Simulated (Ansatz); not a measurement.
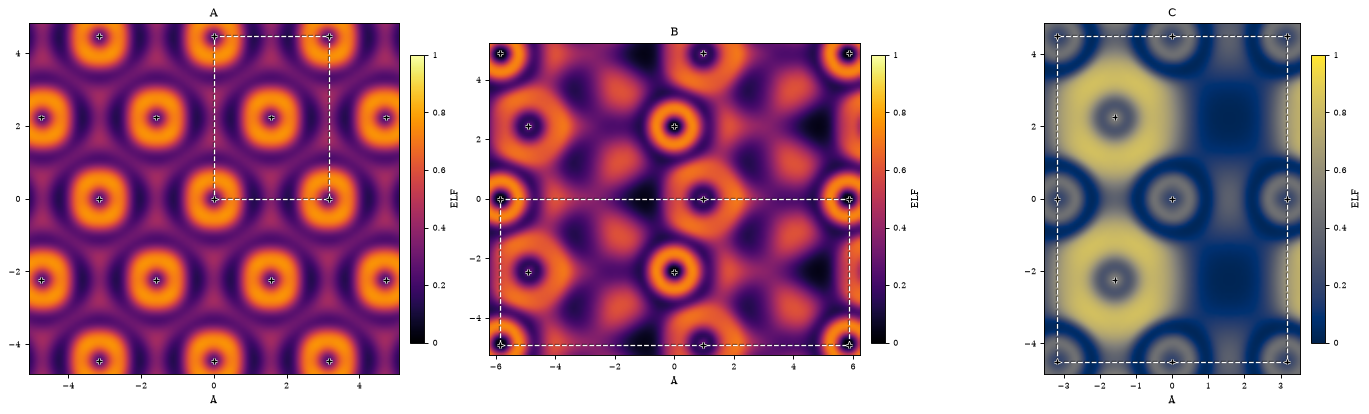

The electron localisation function of 3 systems, each on a plane through atoms (crosses mark nuclei in the plane).

Level of theory: DFT PBE, scalar-relativistic, plane waves, PAW in Ansatz.

System 1: Mg2Si, the (011) plane of the conventional cell. Space group Fm-3m.

```xyz
12
Lattice="6.3650 0.0000 0.0000 0.0000 6.3650 0.0000 0.0000 0.0000 6.3650" Properties=species:S:1:pos:R:3 pbc="T T T"
Mg    1.5912    1.5912    1.5912
Mg    4.7737    4.7737    1.5912
Mg    4.7737    1.5912    4.7737
Mg    1.5912    4.7737    4.7737
Mg    4.7737    1.5912    1.5912
Mg    1.5912    4.7737    1.5912
Mg    1.5912    1.5912    4.7737
Mg    4.7737    4.7737    4.7737
Si    0.0000    0.0000    0.0000
Si    3.1825    3.1825    0.0000
Si    3.1825    0.0000    3.1825
Si    0.0000    3.1825    3.1825
```

System 2: Mo, the (011̄) plane of the conventional cell. Space group Im-3m; computed without spin polarisation.

```
CELL_PARAMETERS angstrom
3.16044 0.00000 0.00000
0.00000 3.16044 0.00000
0.00000 0.00000 3.16044
ATOMIC_POSITIONS crystal
Mo 0.00000 0.00000 0.00000
Mo 0.50000 0.50000 0.50000
```

System 3: TaAs, the (110) plane of the conventional cell. Space group I4₁md; a structure from a database of computed crystals, not necessarily the ambient phase.

**Which map belongs to which system?**

Panel A is system 2, Mo: the plane holds Mo. Mo–Mo (2.74 Å): the ELF is about 0.30 at the midpoint: no localised pair shows between them. Panel B is system 3, TaAs: the plane holds Ta and As. Ta–As (2.63 Å): the ELF is about 0.45 at the midpoint. Panel C is system 1, Mg2Si: the plane holds Mg and Si. Mg–Si (2.76 Å): the ELF peaks at about 0.85 in the valence shell of Si, 1.1 Å from its nucleus, and is about 0.80 at the midpoint.
